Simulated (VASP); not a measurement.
```yaml
crystal:
  lattice:
    - [5.44000, 0.00000, 0.00000]
    - [0.00000, 5.44000, 0.00000]
    - [0.00000, 0.00000, 5.44000]
  atoms:
    - { symbol: Zn, position: [0.00000, 0.00000, 0.00000] }
    - { symbol: Zn, position: [0.50000, 0.50000, 0.00000] }
    - { symbol: Zn, position: [0.50000, 0.00000, 0.50000] }
    - { symbol: Zn, position: [0.00000, 0.50000, 0.50000] }
    - { symbol: Se, position: [0.50000, 0.00000, 0.00000] }
    - { symbol: Se, position: [0.00000, 0.50000, 0.00000] }
    - { symbol: Se, position: [0.00000, 0.00000, 0.50000] }
    - { symbol: Se, position: [0.50000, 0.50000, 0.50000] }
```

Space group Fm-3m; a generated structure, not necessarily the stable one; computed pressure about −2 GPa in this cell.

All numbers below come from Kohn-Sham DFT of a periodic cell, PBE, VASP PAW PBE potentials, recommended (VASP 6.6.1).

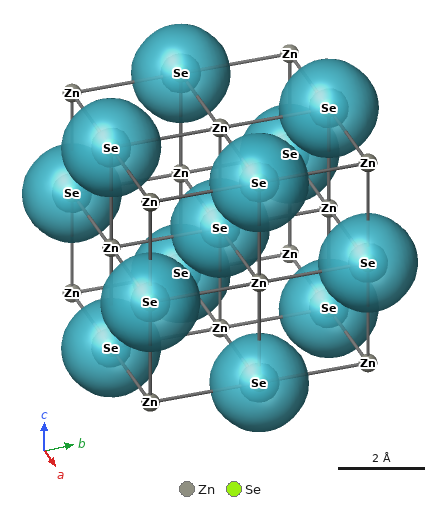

ZnSe. Isosurface of the ELF at 0.75 (cyan), seen at an oblique angle. Core shells and regions of very low density are left out. Sticks mark near contacts.

In a PAW calculation such maps are meaningful between the atoms, not at the nuclei.

Q: What do the ELF domains correspond to?

A: At this value the surface marks out four regions wrapped around Se (the valence shell of each), counted in one cell of 8 atoms. Any copies at cell faces, edges or corners count once.

Values along the shortest contacts:
Zn–Se (2.72 Å): the ELF is about 0.50 at the midpoint and 0.20 at its lowest between the atoms.
